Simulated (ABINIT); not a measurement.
Bethe–Salpeter calculation, with input and output: SiO2 (part 2 of 2)

The same run, continued: SiO2 (P4₂/mnm, 6 atoms in the cell); Kohn-Sham DFT of a periodic cell, PBE, SG15 NC PBE v1.2, BSE, no spin polarisation (ABINIT 10.8.3); cutoff 1088.46 eV, 4×4×6 k-mesh, fixed occupations. The structure derives from a Materials Project entry.

Geometry of the input (Å; fractional positions):
```
4.2332  0.0000  0.0000
0.0000  4.2332  0.0000
0.0000  0.0000  2.6935
Si 0.0000  0.0000  0.0000
Si 0.5000  0.5000  0.5000
O  0.8068  0.1932  0.5000
O  0.3068  0.3068  0.0000
O  0.1932  0.8068  0.5000
O  0.6932  0.6932  0.0000
```

What the program printed, continued
```
 cartesian coordinates (angstrom) at end:
    1      0.00000000000000     0.00000000000000     0.00000000000000
    2      2.11658450000000     2.11658450000000     1.34674750000000
    3      3.41548584279100     0.81768315720900     1.34674750000000
    4      1.29890134279100     1.29890134279100     0.00000000000000
    5      0.81768315720900     3.41548584279100     1.34674750000000
    6      2.93426765720900     2.93426765720900     0.00000000000000

 cartesian forces (hartree/bohr) at end:
    1      0.00000000000000    -0.00000000000000    -0.00000000000000
    2      0.00000000000000    -0.00000000000000    -0.00000000000000
    3     -0.00097214089899     0.00097214089899    -0.00000000000000
    4     -0.00097214089899    -0.00097214089899    -0.00000000000000
    5      0.00097214089899    -0.00097214089899    -0.00000000000000
    6      0.00097214089899     0.00097214089899    -0.00000000000000
 frms,max,avg= 6.4809393E-04 9.7214090E-04   0.000E+00  0.000E+00  0.000E+00 h/b

 cartesian forces (eV/Angstrom) at end:
    1      0.00000000000000    -0.00000000000000    -0.00000000000000
    2      0.00000000000000    -0.00000000000000    -0.00000000000000
    3     -0.04998949493818     0.04998949493818    -0.00000000000000
    4     -0.04998949493818    -0.04998949493818    -0.00000000000000
    5      0.04998949493818    -0.04998949493818    -0.00000000000000
    6      0.04998949493818     0.04998949493818    -0.00000000000000
 frms,max,avg= 3.3326330E-02 4.9989495E-02   0.000E+00  0.000E+00  0.000E+00 e/A
 length scales=  1.889726125908  1.889726125908  1.889726125908 bohr
              =  1.000000000000  1.000000000000  1.000000000000 angstroms
 Fermi (or HOMO) energy (hartree) =   0.35217   Average Vxc (hartree)=  -0.42981
 Eigenvalues (hartree) for nkpt=  24  k points:
 kpt#   1, nband= 16, wtk=  0.01042, kpt=  0.0000  0.0000  0.0000 (reduced coord)
  -0.46124   -0.33402   -0.33402   -0.32812   -0.03615    0.12513    0.12513    0.13493
   0.16164    0.16991    0.24035    0.24035    0.26095    0.32089    0.32089    0.35217
 prteigrs : prtvol=0 or 1, do not print more k-points.

--- !EnergyTerms
iteration_state     : {dtset: 1, }
comment             : Components of total free energy in Hartree
kinetic             :  4.97996954049276E+01
hartree             :  1.60191686281252E+01
xc                  : -1.69828972691460E+01
Ewald energy        : -6.31235862076960E+01
psp_core            :  4.85313085595237E-01
local_psp           : -5.64694587097497E+01
non_local_psp       : -1.79071716770264E+00
total_energy        : -7.20624822356462E+01
total_energy_eV     : -1.96092003795831E+03
band_energy         :  1.48811909639699E+00
...

 Cartesian components of stress tensor (hartree/bohr^3)
  sigma(1 1)= -1.79271142E-05  sigma(3 2)=  0.00000000E+00
  sigma(2 2)= -1.79271142E-05  sigma(3 1)=  0.00000000E+00
  sigma(3 3)= -2.90960668E-05  sigma(2 1)=  0.00000000E+00

-Cartesian components of stress tensor (GPa)         [Pressure=  6.3697E-01 GPa]
- sigma(1 1)= -5.27433909E-01  sigma(3 2)=  0.00000000E+00
- sigma(2 2)= -5.27433909E-01  sigma(3 1)=  0.00000000E+00
- sigma(3 3)= -8.56035839E-01  sigma(2 1)=  0.00000000E+00

================================================================================
== DATASET  2 ==================================================================

--- !DatasetInfo
iteration_state: {dtset: 2, }
dimensions: {natom: 6, nkpt: 96, mband: 25, nsppol: 1, nspinor: 1, nspden: 1, mpw: 3970, }
cutoff_energies: {ecut:  40.0, pawecutdg:  -1.0, }
electrons: {nelect:   3.20000000E+01, charge:   0.00000000E+00, occopt:   1.00000000E+00, tsmear:   1.00000000E-02, }
meta: {optdriver: 0, ionmov: 0, optcell: 0, iscf: -2, paral_kgb: 0, }
...

 mkfilename : getden/=0, take file _DEN from output of DATASET   1.

 Exchange-correlation functional for the present dataset will be:
  GGA: Perdew-Burke-Ernzerhof functional - ixc=11
  J.P.Perdew, K.Burke, M.Ernzerhof, PRL 77, 3865 (1996)

 Real(R)+Recip(G) space primitive vectors, cartesian coordinates (Bohr,Bohr^-1):
 R(1)=  7.9995301  0.0000000  0.0000000  G(1)=  0.1250073  0.0000000  0.0000000
 R(2)=  0.0000000  7.9995301  0.0000000  G(2)=  0.0000000  0.1250073  0.0000000
 R(3)=  0.0000000  0.0000000  5.0899679  G(3)=  0.0000000  0.0000000  0.1964649
 Unit cell volume ucvol=  3.2571967E+02 bohr^3
 Angles (23,13,12)=  9.00000000E+01  9.00000000E+01  9.00000000E+01 degrees

 getcut: wavevector=  0.0000  0.0000  0.0000  ngfft=  48  48  30
         ecut(hartree)=     40.000   => boxcut(ratio)=   2.07019
--------------------------------------------------------------------------------

================================================================================
 Non-SCF case, kpt    1 (  0.02750  0.05250  0.05167), residuals and eigenvalues=
  4.21E-13  7.77E-13  7.51E-13  3.41E-13  2.15E-13  4.80E-13  5.12E-13  6.08E-13
  2.47E-13  6.34E-13  3.98E-13  6.53E-13  3.52E-13  3.63E-13  4.68E-13  5.36E-13
  4.71E-13  3.87E-13  5.06E-13  8.65E-13  5.46E-13  3.32E-12  1.09E-06  2.01E-06
  2.79E-04
 -4.5932E-01 -3.3924E-01 -3.3341E-01 -3.2307E-01 -3.4674E-02  1.2158E-01
  1.2520E-01  1.3915E-01  1.5840E-01  1.7262E-01  2.3469E-01  2.3587E-01
  2.5595E-01  3.1752E-01  3.1958E-01  3.5020E-01  5.4778E-01  6.0459E-01
  6.6503E-01  6.6666E-01  7.5332E-01  7.8909E-01  8.5542E-01  8.5753E-01
  9.1387E-01
 prteigrs : prtvol=0 or 1, do not print more k-points.

--- !ResultsGS
iteration_state: {dtset: 2, }
comment   : Summary of ground state results
lattice_vectors:
- [  7.9995301,   0.0000000,   0.0000000, ]
- [  0.0000000,   7.9995301,   0.0000000, ]
- [  0.0000000,   0.0000000,   5.0899679, ]
lattice_lengths: [   7.99953,    7.99953,    5.08997, ]
lattice_angles: [ 90.000,  90.000,  90.000, ] # degrees, (23, 13, 12)
lattice_volume:   3.2571967E+02
convergence: {deltae:  0.000E+00, res2:  0.000E+00, residm:  9.990E-13, diffor:  0.000E+00, }
etotal    :  -7.20624822E+01
entropy   :   0.00000000E+00
fermie    :   3.52171978E-01
cartesian_stress_tensor: null
pressure_GPa: null
xred      :
- [  0.0000E+00,   0.0000E+00,   0.0000E+00, Si]
- [  5.0000E-01,   5.0000E-01,   5.0000E-01, Si]
- [  8.0684E-01,   1.9316E-01,   5.0000E-01,  O]
- [  3.0684E-01,   3.0684E-01,   0.0000E+00,  O]
- [  1.9316E-01,   8.0684E-01,   5.0000E-01,  O]
- [  6.9316E-01,   6.9316E-01,   0.0000E+00,  O]
cartesian_forces: null
force_length_stats: {min: null, max: null, mean: null, }
...

 Integrated electronic density in atomic spheres:
 ------------------------------------------------
 Atom  Sphere_radius  Integrated_density
    1        2.00000          1.97762035
    2        2.00000          1.97762035
    3        2.00000          6.53066573
    4        2.00000          6.53066573
    5        2.00000          6.53066573
    6        2.00000          6.53066573
================================================================================

 ----iterations are completed or convergence reached----

 Mean square residual over all n,k,spin=   54.708E-14; max=  99.898E-14
 reduced coordinates (array xred) for    6 atoms
       0.000000000000      0.000000000000      0.000000000000
       0.500000000000      0.500000000000      0.500000000000
       0.806839000000      0.193161000000      0.500000000000
       0.306839000000      0.306839000000      0.000000000000
       0.193161000000      0.806839000000      0.500000000000
       0.693161000000      0.693161000000      0.000000000000

 cartesian coordinates (angstrom) at end:
    1      0.00000000000000     0.00000000000000     0.00000000000000
    2      2.11658450000000     2.11658450000000     1.34674750000000
    3      3.41548584279100     0.81768315720900     1.34674750000000
    4      1.29890134279100     1.29890134279100     0.00000000000000
    5      0.81768315720900     3.41548584279100     1.34674750000000
    6      2.93426765720900     2.93426765720900     0.00000000000000
 length scales=  1.889726125908  1.889726125908  1.889726125908 bohr
              =  1.000000000000  1.000000000000  1.000000000000 angstroms
 Eigenvalues (hartree) for nkpt=  96  k points:
 kpt#   1, nband= 25, wtk=  0.01042, kpt=  0.0275  0.0525  0.0517 (reduced coord)
  -0.45932   -0.33924   -0.33341   -0.32307   -0.03467    0.12158    0.12520    0.13915
   0.15840    0.17262    0.23469    0.23587    0.25595    0.31752    0.31958    0.35020
   0.54778    0.60459    0.66503    0.66666    0.75332    0.78909    0.85542    0.85753
   0.91387
 prteigrs : prtvol=0 or 1, do not print more k-points.

================================================================================
== DATASET  3 ==================================================================

--- !DatasetInfo
iteration_state: {dtset: 3, }
dimensions: {natom: 6, nkpt: 96, mband: 19, nsppol: 1, nspinor: 1, nspden: 1, mpw: 1968, }
cutoff_energies: {ecut:  25.0, pawecutdg:  -1.0, }
electrons: {nelect:   3.20000000E+01, charge:   0.00000000E+00, occopt:   1.00000000E+00, tsmear:   1.00000000E-02, }
meta: {optdriver: 99, bs_calctype: 1, bs_algorithm: 2, }
...

 mkfilename : getwfk/=0, take file _WFK from output of DATASET   2.

 mkfilename : getden/=0, take file _DEN from output of DATASET   1.

 Exchange-correlation functional for the present dataset will be:
  GGA: Perdew-Burke-Ernzerhof functional - ixc=11
  J.P.Perdew, K.Burke, M.Ernzerhof, PRL 77, 3865 (1996)

 Exciton: Calculation of dielectric properties by solving the Bethe-Salpeter equation
 in frequency domain and reciprocal space on a transitions basis set.
 Based on a program developed by L. Reining, V. Olevano, F. Sottile,
 S. Albrecht, and G. Onida. Incorporated in ABINIT by M. Giantomassi.

 Real(R)+Recip(G) space primitive vectors, cartesian coordinates (Bohr,Bohr^-1):
 R(1)=  7.9995301  0.0000000  0.0000000  G(1)=  0.1250073  0.0000000  0.0000000
 R(2)=  0.0000000  7.9995301  0.0000000  G(2)=  0.0000000  0.1250073  0.0000000
 R(3)=  0.0000000  0.0000000  5.0899679  G(3)=  0.0000000  0.0000000  0.1964649
 Unit cell volume ucvol=  3.2571967E+02 bohr^3
 Angles (23,13,12)=  9.00000000E+01  9.00000000E+01  9.00000000E+01 degrees

--- Pseudopotential description ------------------------------------------------
- pspini: atom type   1  psp file is ./Si_ONCV_PBE-1.2.upf
  14.00000   4.00000  150415                  znucl, zion, pspdat
12 -101130 1 -1 602                           pspcod,pspxc,lmax,lloc,mmax
     nproj     2     2

- pspini: atom type   2  psp file is ./O_ONCV_PBE-1.2.upf
   8.00000   6.00000  150105                  znucl, zion, pspdat
12 -101130 1 -1 602                           pspcod,pspxc,lmax,lloc,mmax
     nproj     2     2

--------------------------------------------------------------------------------

 ==== K-mesh for the wavefunctions ====
 Number of points in the irreducible wedge :    96
 Reduced coordinates and weights :

     1)     2.75000000E-02  5.25000000E-02  5.16666667E-02       0.01042
     2)     2.77500000E-01  5.25000000E-02  5.16666667E-02       0.01042
     3)    -4.72500000E-01  5.25000000E-02  5.16666667E-02       0.01042
     4)    -2.22500000E-01  5.25000000E-02  5.16666667E-02       0.01042
   [... 92 further points ...]

 Together with 16 symmetry operations and time-reversal symmetry
 yields    96 points in the full Brillouin Zone.

 ==== Q-mesh for the screening function ====
 Number of points in the irreducible wedge :    24
 Reduced coordinates and weights :

     1)     0.00000000E+00  0.00000000E+00  0.00000000E+00       0.01042
     2)     2.50000000E-01  0.00000000E+00  0.00000000E+00       0.04167
     3)     5.00000000E-01  0.00000000E+00  0.00000000E+00       0.02083
     4)     2.50000000E-01  2.50000000E-01  0.00000000E+00       0.04167
   [... 20 further points ...]

 Together with 16 symmetry operations and time-reversal symmetry
 yields    96 points in the full Brillouin Zone.

 vcoul_init : cutoff-mode = AUXILIARY_FUNCTION
 q-points for optical limit:   1
     1)      0.000010    0.000020    0.000030
 setmesh: FFT mesh size selected  =    30x   30x   20
          total number of points  =        18000

 ==== Fundamental parameters for the solution of the Bethe-Salpeter equation: ====
 Algorithm: Haydock technique.
 Dimension of the v, W matrices,  npweps  = 47
 Cutoff for the wavefunctions,    npwwfn  = 1943
 Number of k-points in the IBZ,   nkibz   = 96
 Highest empty band included,     nband   = 19
 === Spin UP ===
 Number of resonant transitions          1728
 Lowest occupied state                   11
 Highest occupied state                  16
 Lowest unoccupied state                 17
 Highest unoccupied state                19
 Minimum frequency [eV]           Emin    =   0.00
 Maximum frequency [eV]           Emax    =  14.00
 Frequency step [eV]              dE      =   0.05
 Lorentzian broadening [eV]       eta     =   0.15
 RPA L0 with KS energies and KS wavefunctions
 Local fields effects (v term) included
 Excitonic effects (W term) included
 Only diagonal term W_GG included
 W is approximated with the model dielectric function
 Resonant-only calculation (Hermitian case)

 Calculating epsilon_Macro(q-->0,w), along the following directions:
 q = (  1.273165  0.000000  0.000000) [r.l.u.]
 q = (  0.000000  1.273165  0.000000) [r.l.u.]
 q = (  0.000000  0.000000  0.810094) [r.l.u.]
 q = (  1.273165  0.000000  0.000000) [r.l.u.]
 q = (  0.000000  1.273165  0.000000) [r.l.u.]
 q = (  0.000000  0.000000  0.810094) [r.l.u.]
 Number of electrons calculated from density =   31.9929; Expected =   32.0000
 average of density, n =  0.098222
 r_s =    1.3445
 omega_plasma =   30.2316 [eV]

 Writing KS-RPA macroscopic dielectric function without local fields to file: runo_DS3_RPA_NLF_MDF
 Writing GW-RPA macroscopic dielectric function without local fields to file: runo_DS3_GW_NLF_MDF
 >>> Haydock algorithm converged twice within haydock_tol=   2.00E-02 after less than 100 iterations.
 >>> Haydock algorithm converged twice within haydock_tol=   2.00E-02 after less than 100 iterations.
 >>> Haydock algorithm converged twice within haydock_tol=   2.00E-02 after less than 100 iterations.
 >>> Haydock algorithm converged twice within haydock_tol=   2.00E-02 after less than 100 iterations.
 >>> Haydock algorithm converged twice within haydock_tol=   2.00E-02 after less than 100 iterations.
 >>> Haydock algorithm converged twice within haydock_tol=   2.00E-02 after less than 100 iterations.
 Writing EXC Macroscopic dielectric function to file: runo_DS3_EXC_MDF

 Macroscopic dielectric function:
 omega [eV] <KS_RPA_nlf>  <GW_RPA_nlf>  <BSE>
   0.0000   1.8168   0.0000   1.8168   0.0000   2.0003   0.0000
   0.0500   1.8168   0.0001   1.8168   0.0001   2.0003   0.0002
   0.1000   1.8169   0.0002   1.8169   0.0002   2.0004   0.0005
   0.1500   1.8170   0.0004   1.8170   0.0004   2.0006   0.0007
   0.2000   1.8171   0.0005   1.8171   0.0005   2.0009   0.0009
   0.2500   1.8173   0.0006   1.8173   0.0006   2.0013   0.0012
   0.3000   1.8175   0.0007   1.8175   0.0007   2.0017   0.0014
   0.3500   1.8178   0.0008   1.8178   0.0008   2.0022   0.0017
   0.4000   1.8181   0.0010   1.8181   0.0010   2.0028   0.0019
   0.4500   1.8184   0.0011   1.8184   0.0011   2.0035   0.0021

== END DATASET(S) ==============================================================
================================================================================

 -outvars: echo values of variables after computation  --------
            acell      1.8897261259E+00  1.8897261259E+00  1.8897261259E+00 Bohr
           etotal1    -7.2062482236E+01
           etotal3     0.0000000000E+00
            fcart1     1.8070036208E-20 -0.0000000000E+00 -0.0000000000E+00
                       1.8070036208E-20 -0.0000000000E+00 -0.0000000000E+00
                      -9.7214089899E-04  9.7214089899E-04 -0.0000000000E+00
                      -9.7214089899E-04 -9.7214089899E-04 -0.0000000000E+00
                       9.7214089899E-04 -9.7214089899E-04 -0.0000000000E+00
                       9.7214089899E-04  9.7214089899E-04 -0.0000000000E+00
            fcart3     0.0000000000E+00  0.0000000000E+00  0.0000000000E+00
                       0.0000000000E+00  0.0000000000E+00  0.0000000000E+00
                       0.0000000000E+00  0.0000000000E+00  0.0000000000E+00
                       0.0000000000E+00  0.0000000000E+00  0.0000000000E+00
                       0.0000000000E+00  0.0000000000E+00  0.0000000000E+00
                       0.0000000000E+00  0.0000000000E+00  0.0000000000E+00
            rprim      4.2331690000E+00  0.0000000000E+00  0.0000000000E+00
                       0.0000000000E+00  4.2331690000E+00  0.0000000000E+00
                       0.0000000000E+00  0.0000000000E+00  2.6934950000E+00
           strten1    -1.7927114193E-05 -1.7927114193E-05 -2.9096066790E-05
                       0.0000000000E+00  0.0000000000E+00  0.0000000000E+00
           strten3     0.0000000000E+00  0.0000000000E+00  0.0000000000E+00
                       0.0000000000E+00  0.0000000000E+00  0.0000000000E+00
           xangst      0.0000000000E+00  0.0000000000E+00  0.0000000000E+00
                       2.1165845000E+00  2.1165845000E+00  1.3467475000E+00
                       3.4154858428E+00  8.1768315721E-01  1.3467475000E+00
                       1.2989013428E+00  1.2989013428E+00  0.0000000000E+00
                       8.1768315721E-01  3.4154858428E+00  1.3467475000E+00
                       2.9342676572E+00  2.9342676572E+00  0.0000000000E+00
             xred      0.0000000000E+00  0.0000000000E+00  0.0000000000E+00
                       5.0000000000E-01  5.0000000000E-01  5.0000000000E-01
                       8.0683900000E-01  1.9316100000E-01  5.0000000000E-01
                       3.0683900000E-01  3.0683900000E-01  0.0000000000E+00
                       1.9316100000E-01  8.0683900000E-01  5.0000000000E-01
                       6.9316100000E-01  6.9316100000E-01  0.0000000000E+00
 Calculation completed.
```

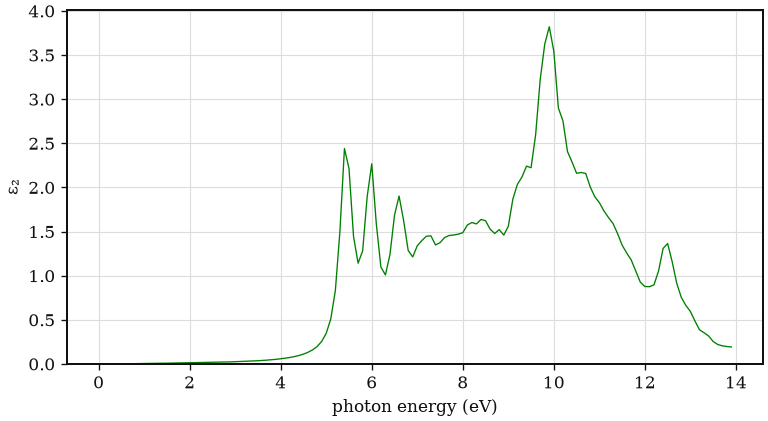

**Figure 1.** Imaginary part of the dielectric function (first component that the program prints). The highest peak, 3.8, lies at 9.90 eV.

Summary

```csv
quantity,value
outcome,converged
space group (tolerance 0.01 Å),P4₂/mnm (136)
electrons treated,32
free energy,−1960.9200 eV
Fermi energy,9.583 eV
pressure,0.64 GPa
largest force (length of the vector),0.071 eV/Å
hardware,"4 threads of Arm Neoverse V1, 24 GiB of memory available, shared host"
wall time,2.3 min (CPU time 9 min)
peak memory,1.4 GiB
```

Remarks

Further notes kept with the run: Slow version without MPI-IO support. Processors send data to master; Wrong value for nkref: nkref= 96 nkbz= 1536 nkbzmx =3072; Hacking the rottb tables!. Points of doubt noted for this run: k mesh coarse for spectra.
